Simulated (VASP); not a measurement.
System: KBr.

```cif
data_structure
_symmetry_space_group_name_H-M 'P 1'
_symmetry_Int_Tables_number 1
_cell_length_a 4.6701
_cell_length_b 4.6701
_cell_length_c 6.4064
_cell_angle_alpha 90.000
_cell_angle_beta 90.000
_cell_angle_gamma 90.000
_cell_volume 139.72
loop_
_atom_site_label
_atom_site_type_symbol
_atom_site_fract_x
_atom_site_fract_y
_atom_site_fract_z
_atom_site_occupancy
K1 K 0.50000 0.50000 0.50000 1
K2 K 0.00000 0.00000 0.00000 1
Br1 Br 0.50000 0.50000 0.00000 1
Br2 Br 0.00000 0.00000 0.50000 1
```

Space group I4/mmm; started from the rocksalt prototype, which need not be the ambient phase; changed on purpose from its base cell (uniaxial x strain -3.0%).

Level of theory: DFT, r2SCAN, plane waves, PAW (VASP 6.6.1).

Question: Predict the valence pseudo-density and electron localisation function between the atoms.

Answer: K–Br (3.20 Å): the density is about 0.1 e/Å³ at the midpoint, with its minimum of 0.09 e/Å³ about 1.4 Å from K; the ELF is about 0.10 at the midpoint: a largely ionic contact.
K–Br (3.30 Å): ρ at the midpoint is about 0.08 e/Å³, with its minimum of 0.07 e/Å³ about 1.5 Å from K; the ELF is about 0.10 at the midpoint; a closed-shell, largely ionic contact.

Question: Does the calculation make it a metal, or give it a gap?

Answer: It is gapped, with a Kohn–Sham gap of 5.1 eV on the k-point mesh, an upper bound to the gap of this method.

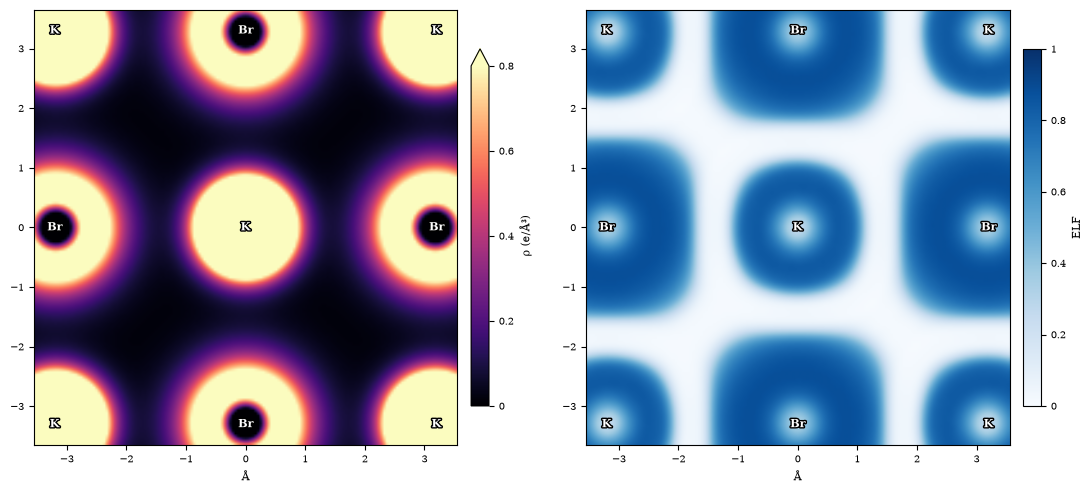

Computed valence pseudo-density and electron localisation function on the (11̄0) plane of the conventional cell, in this order. 
